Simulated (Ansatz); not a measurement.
Zn₂₅O₂₄ (charge +1): geometry relaxation (part 2 of 4)

Zn₂₅O₂₄ (defect cell, 49 atoms in the cell, total charge +1); DFT PBE, scalar-relativistic, plane waves, PAW, spin-polarised (Ansatz 0.2.0); cutoff 420 eV, 2×2×2 k-mesh, Gaussian smearing of 0.01 eV, collinear spins. The structure derives from a Materials Project entry. It belongs to a series of runs on one base structure; here: Zn interstitial, charge +1, atoms relaxed at the host's cell.

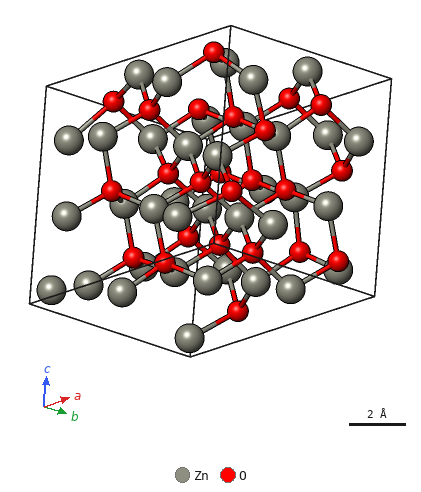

**Figure 1.** The geometry at step 4 of the log (ball-and-stick view of the cell of the calculation, seen at an oblique angle).

**Log, continued**
```
SCF iter   1: F=—  HF=-96609.303894 eV  |F-HF|=—  |Δ(HF+E_count)|=         —  Δρ=6.99e-4 (↑5.91e-4 ↓6.99e-4)  dr2=4.52e-3  dr2_m=9.78e-5  M=0.500 μB ∫|m|=0.509 μB  β_m=0.30  ethr=1.05e-5  ⟨swp⟩=3.0  Hψ=2212  notcnv=0  defer=174
preconditioner: auto → Resta (q_TF=auto, 2.600 Å⁻¹)  ε∞=7.7  [insulator: Δε(μ)=0.027 eV  Ē_g=12.436 eV  σ=0.010 eV  W_gap=0.67  n_scr=172 (ndim 8)  ℏωp=32.1 eV  f_vac=0.036  D(μ)=38.70/eV (n_scr^D=412)  ε∞_Penn≈7.7]
spin=Collinear: Resta preconditioning applied to the charge; magnetization (m = ρ↑ − ρ↓) channel mixes plain (no charge-response kernel on spin).
SCF iter   2: F=—  HF=-96609.302996 eV  |F-HF|=—  |Δ(HF+E_count)|=   8.99e-4  Δρ=4.84e-4 (↑4.09e-4 ↓4.84e-4)  dr2=2.19e-3  dr2_m=4.92e-5  M=0.500 μB ∫|m|=0.509 μB  β_m=0.62  ethr=1.02e-6  ⟨swp⟩=1.0  Hψ=1248  notcnv=0  defer=174
SCF iter   3: F=—  HF=-96609.302279 eV  |F-HF|=—  |Δ(HF+E_count)|=   7.17e-4  Δρ=5.84e-5 (↑5.84e-5 ↓5.63e-5)  dr2=6.26e-5  dr2_m=2.83e-7  M=0.499 μB ∫|m|=0.509 μB  β_m=0.61  ethr=4.95e-7  ⟨swp⟩=2.0  Hψ=1724  notcnv=0  defer=174
SCF iter   4: F=—  HF=-96609.302289 eV  |F-HF|=—  |Δ(HF+E_count)|=   9.78e-6  Δρ=2.38e-5 (↑2.38e-5 ↓2.33e-5)  dr2=1.38e-5  dr2_m=4.89e-8  M=0.499 μB ∫|m|=0.509 μB  β_m=0.75  ethr=1.41e-8  ⟨swp⟩=2.0  Hψ=1797  notcnv=0  defer=174
SCF iter   5: F=—  HF=-96609.302291 eV  |F-HF|=—  |Δ(HF+E_count)|=   2.72e-6  Δρ=1.23e-5 (↑1.23e-5 ↓1.20e-5)  dr2=3.54e-6  dr2_m=5.32e-9  M=0.499 μB ∫|m|=0.509 μB  β_m=0.71  ethr=3.11e-9  ⟨swp⟩=2.0  Hψ=1685  notcnv=0  defer=174
SCF iter   6: F=—  HF=-96609.302291 eV  |F-HF|=—  |Δ(HF+E_count)|=   1.31e-7  Δρ=4.82e-6 (↑4.79e-6 ↓4.82e-6)  dr2=6.15e-7  dr2_m=1.41e-10  M=0.499 μB ∫|m|=0.509 μB  β_m=0.66  ethr=7.99e-10  ⟨swp⟩=2.0  Hψ=1797  notcnv=0  defer=174
SCF iter   7: F=-96609.302291 eV  HF=-96609.302291 eV  |F-HF|=1.52e-8  |Δ(HF+E_count)|=   9.30e-8  Δρ=1.57e-6 (↑1.57e-6 ↓1.53e-6)  dr2=9.79e-8  dr2_m=8.57e-11  M=0.499 μB ∫|m|=0.509 μB  ethr=2.26e-11  ⟨swp⟩=12.0  Hψ=8337  notcnv=0
SCF 3 converged in 7 iterations: F = -96609.302291 eV  dr2 = 9.79e-8
relax step   3: F+E_penalty+E_count = -96609.30229115 eV  Δ(F+E_penalty+E_count) = -4.363e-3 eV  max|allowed force component| = 4.023e-2 eV/Å  Δτ_max = 0.0129 Å  (7 SCF iters, accepted)
SCF iter   1: F=—  HF=-96609.305007 eV  |F-HF|=—  |Δ(HF+E_count)|=         —  Δρ=8.47e-4 (↑5.71e-4 ↓8.47e-4)  dr2=4.83e-3  dr2_m=1.81e-4  M=0.499 μB ∫|m|=0.509 μB  β_m=0.30  ethr=7.26e-6  ⟨swp⟩=3.0  Hψ=2212  notcnv=0  defer=174
preconditioner: auto → Resta (q_TF=auto, 2.600 Å⁻¹)  ε∞=7.7  [insulator: Δε(μ)=0.027 eV  Ē_g=12.435 eV  σ=0.010 eV  W_gap=0.67  n_scr=172 (ndim 8)  ℏωp=32.1 eV  f_vac=0.036  D(μ)=38.71/eV (n_scr^D=412)  ε∞_Penn≈7.7]
spin=Collinear: Resta preconditioning applied to the charge; magnetization (m = ρ↑ − ρ↓) channel mixes plain (no charge-response kernel on spin).
SCF iter   2: F=—  HF=-96609.303765 eV  |F-HF|=—  |Δ(HF+E_count)|=   1.24e-3  Δρ=5.85e-4 (↑3.93e-4 ↓5.85e-4)  dr2=2.27e-3  dr2_m=8.94e-5  M=0.499 μB ∫|m|=0.509 μB  β_m=0.61  ethr=1.09e-6  ⟨swp⟩=2.0  Hψ=1268  notcnv=0  defer=174
SCF iter   3: F=—  HF=-96609.302786 eV  |F-HF|=—  |Δ(HF+E_count)|=   9.79e-4  Δρ=4.41e-5 (↑4.41e-5 ↓4.35e-5)  dr2=3.81e-5  dr2_m=3.51e-7  M=0.499 μB ∫|m|=0.509 μB  β_m=0.65  ethr=5.12e-7  ⟨swp⟩=2.0  Hψ=1722  notcnv=0  defer=174
SCF iter   4: F=—  HF=-96609.302805 eV  |F-HF|=—  |Δ(HF+E_count)|=   1.90e-5  Δρ=2.29e-5 (↑2.29e-5 ↓2.18e-5)  dr2=9.71e-6  dr2_m=4.65e-8  M=0.499 μB ∫|m|=0.509 μB  β_m=0.72  ethr=8.61e-9  ⟨swp⟩=2.0  Hψ=1798  notcnv=0  defer=174
SCF iter   5: F=—  HF=-96609.302807 eV  |F-HF|=—  |Δ(HF+E_count)|=   2.62e-6  Δρ=7.00e-6 (↑7.00e-6 ↓6.90e-6)  dr2=1.30e-6  dr2_m=2.01e-9  M=0.499 μB ∫|m|=0.509 μB  β_m=0.70  ethr=2.19e-9  ⟨swp⟩=2.0  Hψ=1797  notcnv=0  defer=174
SCF iter   6: F=—  HF=-96609.302807 eV  |F-HF|=—  |Δ(HF+E_count)|=   2.40e-7  Δρ=3.78e-6 (↑3.69e-6 ↓3.78e-6)  dr2=4.76e-7  dr2_m=2.31e-10  M=0.499 μB ∫|m|=0.509 μB  β_m=0.70  ethr=2.93e-10  ⟨swp⟩=2.0  Hψ=1752  notcnv=0  defer=174
SCF iter   7: F=-96609.302807 eV  HF=-96609.302807 eV  |F-HF|=3.41e-8  |Δ(HF+E_count)|=   4.10e-8  Δρ=1.78e-6 (↑1.75e-6 ↓1.78e-6)  dr2=9.96e-8  dr2_m=1.61e-11  M=0.499 μB ∫|m|=0.509 μB  ethr=2.26e-11  ⟨swp⟩=12.0  Hψ=8237  notcnv=0
SCF 4 converged in 7 iterations: F = -96609.302807 eV  dr2 = 9.96e-8
relax step   4: F+E_penalty+E_count = -96609.30280709 eV  Δ(F+E_penalty+E_count) = -5.159e-4 eV  max|allowed force component| = 1.483e-2 eV/Å  Δτ_max = 0.0241 Å  (7 SCF iters, accepted)
SCF converged after 7 iterations
Magnetization: 0.4995 μB (221.7497 up, 221.2503 down)
Absolute magnetization: 0.5070 μB (∫|ρ↑−ρ↓|, with the PAW one-centre terms)
Spin contamination: 0.0000 ħ² per cell (⟨S²⟩ above its minimum at these occupations)
Per-site moments (μB) at R_I (Å): [(0.0013770469341181212, 0.8220107082499122), (0.0013770469341182364, 0.8220107082499127), (0.001799838601198725, 0.8182809896443353), (0.00182892842001985, 0.8112717250354761), (0.0018289284200197775, 0.8112717250354766), (0.0015030948256029748, 0.8019826728982229), (0.0013770469341181197, 0.8220107082499125), (0.0017998386011986466, 0.8182809896443354), (0.0018289284200197359, 0.811271725035476), (0.0015030948256030267, 0.8019826728982238), (0.0017998386011987767, 0.8182809896443354), (0.0015030948256030971, 0.8019826728982231), (0.0013037481230894605, 0.8171233098822114), (0.001730350615453603, 0.8203210299566491), (0.0017303506154534901, 0.8203210299566494), (0.0013037481230894165, 0.8171233098822114), (0.0015389143688290348, 0.8185129687575029), (0.0018203171758821568, 0.7784908407843671), (0.001303748123089149, 0.817123309882211), (0.0015389143688290727, 0.8185129687575033), (0.0018203171758821184, 0.7784908407843673), (0.0017303506154533, 0.8203210299566497), (0.0015389143688290855, 0.8185129687575026), (0.001820317175882037, 0.7784908407843671), (0.007930028704258952, 0.8185129687575026), (0.007930028704258914, 0.8185129687575033), (0.00994282504059716, 0.8381498040092044), (0.008083772364003925, 0.7784908407843671), (0.008083772364004002, 0.7784908407843673), (0.007880940641884895, 0.8019826728982229), (0.007930028704259013, 0.8185129687575029), (0.009942825040597124, 0.8381498040092055), (0.008083772364004033, 0.7784908407843671), (0.00788094064188483, 0.8019826728982238), (0.009942825040597096, 0.838149804009205), (0.00788094064188476, 0.8019826728982231), (0.007722342021146809, 0.8112717250354766), (0.007801185251108765, 0.80299458639506), (0.007801185251108739, 0.8029945863950596), (0.007722342021146875, 0.8112717250354761), (0.008019189395884899, 0.8225932597760522), (0.008667999542140857, 0.8426205233617305), (0.00772234202114691, 0.811271725035476), (0.008019189395884982, 0.8225932597760534), (0.008667999542140798, 0.8426205233617312), (0.007801185251108665, 0.8029945863950597), (0.008019189395884843, 0.8225932597760529), (0.008667999542141069, 0.8426205233617305), (0.005030754675747307, 0.8448292930613429)]
Free energy (F): -96609.302807 eV
Harris-Foulkes:  -96609.302807 eV  (|F-HF|=3.41e-8)
Internal energy: -96609.300871 eV  (E = F + TS)
E sigma→0 (E₀):  -96609.301839 eV
Entropy (-TS):   -0.001936 eV (-0.040 meV/atom)
Fermi energy:    8.911724 eV
--- Per-component energies (eV) ---
  E_band       = 767.100592
  E_kinetic    = 7449.464610
  E_local      = -49943.065137  (includes V_loc(G=0)·N_el)
  E_nonlocal   = 16630.814121
  E_hartree    = 20546.189702
  E_xc         = -5164.954592
  E_vxc        = -3514.859273  (∫ρ·V_xc dr)
  E_paw        = -49590.375185  (= ΣΔE_a)
  E_vpaw       = -10947.691955  (= ΣTr[D̂ρ^β])
  E_aug_tail   = 0.048916  (compensation charges beyond the density's cutoff)
  E_ewald      = -36537.423306
  E_smearing   = -0.001936  (= −TS)
  E_closure    = -0.000000  (closes the sum)
  E_deformation_potential = 13.975177  (in the stress; not in F)
  Σ components = -96609.302807   (vs F -96609.302807, Δ=0.00e0)
--- Forces (eV/Å), atoms counted from 1 ---
  atom   1  Zn     0.00044905     0.00060530    -0.00007968
  atom   2  Zn     0.00029968    -0.00069154    -0.00007968
  atom   3  Zn    -0.00120095     0.00078525    -0.00374601
  atom   4  Zn    -0.00223490     0.00043045     0.00006196
  atom   5  Zn     0.00149022     0.00172025     0.00006196
  atom   6  Zn     0.00312144     0.00148092     0.00305908
  atom   7  Zn    -0.00074873     0.00008624    -0.00007968
  atom   8  Zn     0.00128052     0.00064743    -0.00374601
  atom   9  Zn     0.00074467    -0.00215070     0.00006196
  atom  10  Zn    -0.00284324     0.00196279     0.00305908
  atom  11  Zn    -0.00007957    -0.00143268    -0.00374601
  atom  12  Zn    -0.00027821    -0.00344371     0.00305908
  atom  13  Zn     0.00002148     0.00024844     0.00209227
  atom  14  Zn    -0.00028005    -0.00179314    -0.00007782
  atom  15  Zn     0.00169293     0.00065403    -0.00007782
  atom  16  Zn    -0.00022590    -0.00010562     0.00209227
  atom  17  Zn     0.00005842    -0.00032874     0.00071298
  atom  18  Zn     0.00068421     0.00815016    -0.00293552
  atom  19  Zn     0.00020442    -0.00014282     0.00209227
  atom  20  Zn     0.00025548     0.00021496     0.00071298
  atom  21  Zn     0.00671614    -0.00466762    -0.00293552
  atom  22  Zn    -0.00141288     0.00113910    -0.00007782
  atom  23  Zn    -0.00031390     0.00011377     0.00071298
  atom  24  Zn    -0.00740035    -0.00348254    -0.00293552
  atom  25  O     -0.00000073     0.00012295     0.00044782
  atom  26  O      0.00010684    -0.00006084     0.00044782
  atom  27  O      0.00113425    -0.00065173    -0.00391674
  atom  28  O     -0.00041762     0.00130034    -0.00160403
  atom  29  O      0.00133494    -0.00028850    -0.00160403
  atom  30  O      0.00074739     0.00082863     0.00031080
  atom  31  O     -0.00010611    -0.00006211     0.00044782
  atom  32  O     -0.00113154    -0.00065642    -0.00391674
  atom  33  O     -0.00091731    -0.00101184    -0.00160403
  atom  34  O     -0.00109131     0.00023295     0.00031080
  atom  35  O     -0.00000271     0.00130816    -0.00391674
  atom  36  O      0.00034392    -0.00106157     0.00031080
  atom  37  O     -0.00019112     0.00000500    -0.00000428
  atom  38  O     -0.00046630    -0.00125743     0.00149998
  atom  39  O      0.00132212     0.00022489     0.00149998
  atom  40  O      0.00009123    -0.00016801    -0.00000428
  atom  41  O     -0.00022069     0.00027704     0.00062740
  atom  42  O      0.00018398     0.00312156    -0.00140076
  atom  43  O      0.00009989     0.00016301    -0.00000428
  atom  44  O     -0.00012958    -0.00032964     0.00062740
  atom  45  O      0.00261136    -0.00172011    -0.00140076
  atom  46  O     -0.00085582     0.00103254     0.00149998
  atom  47  O      0.00035027     0.00005260     0.00062740
  atom  48  O     -0.00279534    -0.00140145    -0.00140076
  atom  49  Zn     0.00000000     0.00000000     0.01482565
  max |Σ_I F_I| component: 3.20e-5 eV/Å
--- Charged-cell corrections in eV (Makov–Payne, q = +1.000 e, ε = [10.553, 10.553, 11.586]) ---
  F (periodic)     = -96609.302807  (uncorrected; the corrections below are reported, never added to it)
  E_corr1          = +0.223653  (monopole, q²α_M/2ε̄L, of the cell on which ε is isotropic)
  F Makov-Payne    = -96609.079154  (F + E_corr1; no measured alignment; for a localised charge, not one spread in a band: unchecked)
  no potential alignment in this run, which stands beside a crystal: run the host's input off ansatz write-host-input, and read the two finished runs by ansatz place-levels (neither reads a slab, a wire or a sheet, whose cell leaves a vacuum)
--- Band table (eV) ---
  k-point 0 ↑: bands = ["-10.8282", "-10.5393", "-10.5385", "-10.4530", "-10.4019", "-10.3201", "-10.2898", "-10.2682", "-10.2657", "-10.2323", ... 61 levels left out ..., "1.8316", "1.8481", "1.8530", "1.8632", "1.8780", "1.8806", "1.9232", "1.9379", "1.9503", "1.9755", "1.9787", "1.9829", "2.0362", "2.0395", "2.0689", "2.0824", "2.0925", "2.1162", "2.1481", "2.1574", "2.1584", "2.1773", "2.2020", "2.2157", "2.2188", "2.2371", "2.2408", "2.2425", "2.2899",
      "2.3350", "2.3366", "2.3957", "2.4214", "2.4390", "2.4735", "2.5099", "2.5203", "2.5416", "2.5480", "2.5777", "2.6017", "2.6140", "2.6405", "2.6496", "2.6823", "2.6853", "2.6884", "2.6999", "2.7085", "2.7088", "2.7332", "2.7533", "2.7545", "2.7557", "2.7703", "2.7741", "2.7965", "2.7980", "2.8001", "2.8275", "2.8328", "2.8492", "2.8591", "2.8623", "2.8812", "2.8845", "2.8941", "2.8962", "2.8988",
      "2.9289", "2.9426", "2.9517", "2.9563", "2.9995", "3.0140", "3.0303", "3.0776", "3.1041", "3.2482", "3.2512", "3.2553", "3.2880", "3.3638", "3.3974", "3.4197", "3.4476", "3.4701", "3.4884", "3.5129", "3.5549", "3.6176", "3.6451", "3.6592", "4.0876", "4.1497", "4.1779", "4.2490", "4.3623", "4.3704", "4.4979", "4.5640", "4.5676", "4.5925", "4.6124", "4.7048", "4.7051", "4.7092", "4.8536", "4.8811",
      "4.9163", "5.0371", "5.1073", "5.1465", "5.2245", "5.2379", "5.2575", "5.3118", "5.3431", "5.4162", "5.4500", "5.4625", "5.5242", "5.5879", "5.6588", "5.6658", "5.7677", "5.7944", "5.8156", "5.8871", "5.9132", "5.9318", "5.9658", "5.9809", "6.0042", "6.0499", "6.0503", "6.0645", "6.0949", "6.1002", "6.1354", "6.3289", "6.3965", "6.3997", "6.4113", "6.4284", "6.4672", "6.4731", "6.5392", "6.9138",
      "6.9235", "8.7348", "10.5018", "10.6201", "10.7403", "11.2597", "11.4981", "11.6397", "11.6505", "12.0064", "12.1502", "12.1904", "12.3299", "12.4857", "12.6003", "13.0273", "13.3300", "13.3425", "13.8038", "14.0167", "14.0596", "14.2036", "14.3482", "14.3658", "14.4700", "14.5986", "14.6450", "14.7098", "14.7726", "14.8399", "14.8895", "14.8941", "14.9724", "15.1354", "15.2928", "15.3607", "15.3620", "15.3967", "15.4765", "15.6846",
      "15.8455", "15.9035", "15.9972", "16.0372", "16.1779", "16.1925", "16.2773", "16.3145", "16.3674", "16.4598", "16.8641"]
  k-point 1 ↑: bands = ["-10.8147", "-10.5715", "-10.5283", "-10.4926", "-10.3699", "-10.3352", "-10.2964", "-10.2527", "-10.2432", "-10.2300", ... 61 levels left out ..., "1.8352", "1.8487", "1.8586", "1.8796", "1.8875", "1.8958", "1.9125", "1.9390", "1.9443", "1.9559", "1.9703", "1.9827", "1.9920", "2.0079", "2.0390", "2.0449", "2.0652", "2.0855", "2.0970", "2.1164", "2.1360", "2.1503", "2.1675", "2.2040", "2.2119", "2.2265", "2.2362", "2.2538", "2.2776",
      "2.3151", "2.3374", "2.3711", "2.3997", "2.4430", "2.4678", "2.4880", "2.5154", "2.5371", "2.5625", "2.5839", "2.6002", "2.6248", "2.6337", "2.6497", "2.6582", "2.6867", "2.6939", "2.7025", "2.7131", "2.7289", "2.7379", "2.7496", "2.7534", "2.7608", "2.7737", "2.7810", "2.7912", "2.8000", "2.8145", "2.8292", "2.8410", "2.8544", "2.8617", "2.8739", "2.8817", "2.8880", "2.8973", "2.9118", "2.9203",
      "2.9441", "2.9500", "2.9652", "2.9753", "3.0017", "3.0345", "3.0470", "3.0910", "3.1149", "3.1712", "3.2923", "3.3170", "3.3382", "3.3875", "3.4412", "3.4552", "3.4853", "3.6319", "3.6434", "3.6568", "3.7284", "3.7840", "3.8006", "3.8427", "3.8660", "3.9139", "3.9550", "3.9803", "4.0791", "4.3203", "4.3511", "4.4127", "4.5049", "4.5401", "4.6272", "4.7183", "4.7529", "4.7929", "4.8831", "4.9290",
      "4.9874", "5.0152", "5.0678", "5.1142", "5.1562", "5.1983", "5.2501", "5.3538", "5.4146", "5.4700", "5.5167", "5.5665", "5.5952", "5.6245", "5.6587", "5.7128", "5.7372", "5.7679", "5.7976", "5.8315", "5.8832", "5.9067", "5.9433", "5.9619", "6.0021", "6.0269", "6.0488", "6.0996", "6.1224", "6.1702", "6.1835", "6.2739", "6.3273", "6.3857", "6.4085", "6.4783", "6.5074", "6.5501", "6.5663", "6.8206",
      "6.8675", "8.9087", "10.2544", "10.4175", "10.4946", "11.2742", "11.6357", "11.7277", "11.9545", "12.1358", "12.4293", "12.5737", "12.6527", "12.7488", "12.8157", "12.9323", "12.9791", "13.1401", "13.2718", "13.4563", "13.6741", "14.0609", "14.1396", "14.2259", "14.2893", "14.4692", "14.6486", "14.8227", "14.9688", "15.0073", "15.0660", "15.1625", "15.1972", "15.2465", "15.3549", "15.4224", "15.4381", "15.4811", "15.5124", "15.5482",
      "15.6182", "15.6477", "15.7657", "15.7952", "16.1811", "16.3575", "16.5314", "16.6559", "16.7281", "16.8901", "16.9969"]
```
